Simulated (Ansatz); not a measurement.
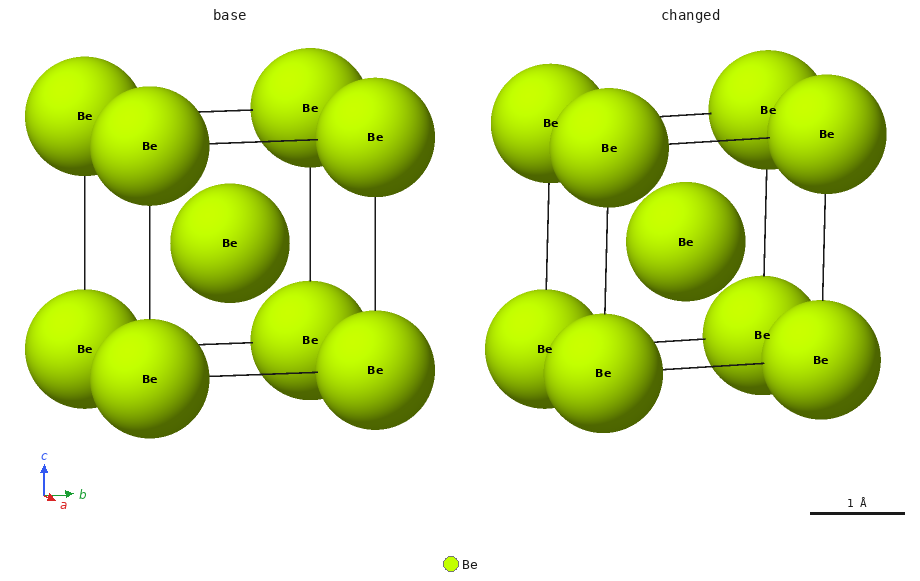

Left: a symmetric starting cell of Be. Right: the same structure after one change, at the same scale. A spheres-only model of the conventional cell (2 times the calculation's cell), seen slightly off an axis. Lengths and directions refer to the drawn axes.

Computed with DFT PBE, scalar-relativistic, plane waves, PAW (Ansatz 0.2.0). Set-up: plane-wave cutoff 420 eV; k-point mesh 21 × 21 × 21; occupations gaussian; smearing width 0.1 eV; no spin polarisation.

What was changed?

Answer. The cell is strained by −6.9 % along [1 1 −1] and −0.9 % across it (volume −8.5 %), the atoms keeping their fractional coordinates. No relaxation follows. The starting cell wasn't computed here and needn't be at equilibrium, so pressure and forces aren't due to the change alone.

How do the computed properties respond?

Answer. Near-neighbour distances before and after: Be–Be 2.170 → 2.021 to 2.137 Å. The space group (tolerance 0.01 Å) goes from Im-3m (No. 229) to R-3m (No. 166). The pressure is 12.4 GPa (not all of it need come from the change, since the unchanged cell can be under pressure at this level too). The principal stresses (compression positive) are 35.5 GPa along [1 1 −1] and 0.9 GPa across it. All forces vanish by symmetry.
